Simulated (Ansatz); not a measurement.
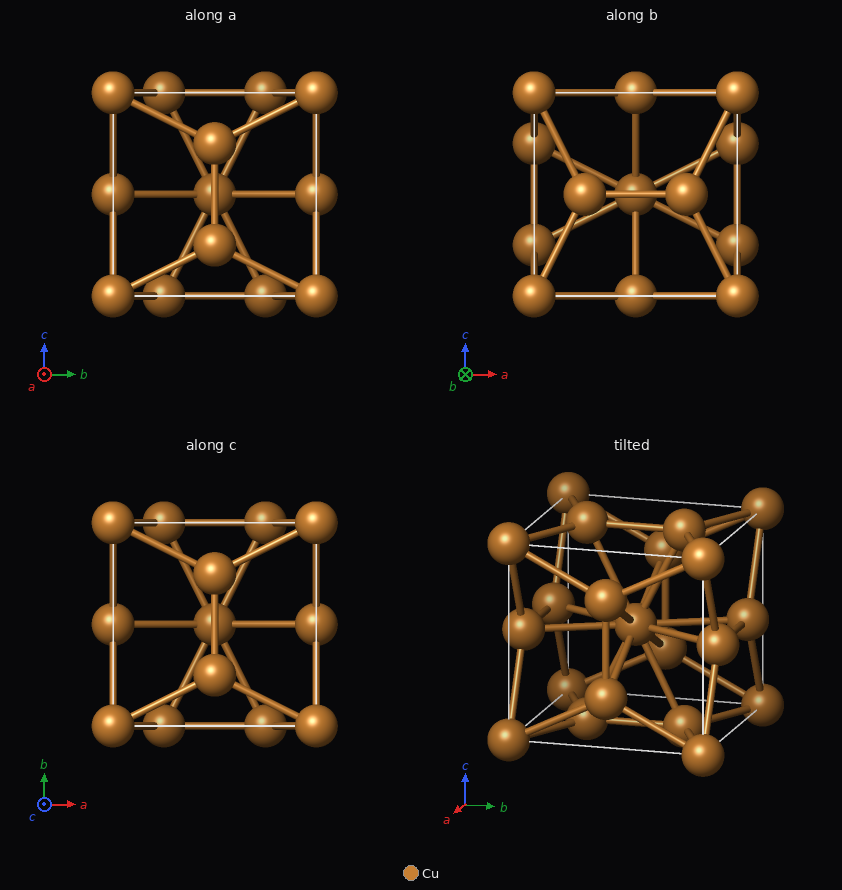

Figure: ball-and-stick view along the a axis, along the b axis, along the c axis and slightly off an axis. One conventional unit cell is framed, with atoms on its boundary repeated.

Lattice parameters: a = 4.5280 Å, b = 4.5280 Å, c = 4.5280 Å, α = 90.000°, β = 90.000°, γ = 90.000°.

> Reconstruct the structure as a CIF in P1 with every atom of the cell.

```cif
data_structure
_symmetry_space_group_name_H-M 'P 1'
_symmetry_Int_Tables_number 1
_cell_length_a 4.5280
_cell_length_b 4.5280
_cell_length_c 4.5280
_cell_angle_alpha 90.000
_cell_angle_beta 90.000
_cell_angle_gamma 90.000
_cell_volume 92.84
loop_
_atom_site_label
_atom_site_type_symbol
_atom_site_fract_x
_atom_site_fract_y
_atom_site_fract_z
_atom_site_occupancy
Cu1 Cu 0.5000 0.5000 0.5000 1
Cu2 Cu 0.0000 0.0000 0.0000 1
Cu3 Cu 0.2500 0.0000 0.5000 1
Cu4 Cu 0.5000 0.2500 0.0000 1
Cu5 Cu 0.5000 0.7500 0.0000 1
Cu6 Cu 0.7500 0.0000 0.5000 1
Cu7 Cu 0.0000 0.5000 0.7500 1
Cu8 Cu 0.0000 0.5000 0.2500 1
```

Source of the structure: a textbook structure type filled with this element (whether it is the usual form wasn't checked). It is drawn as it came out of a relaxation with Ansatz, DFT PBEsol, scalar-relativistic, plane waves, PAW.
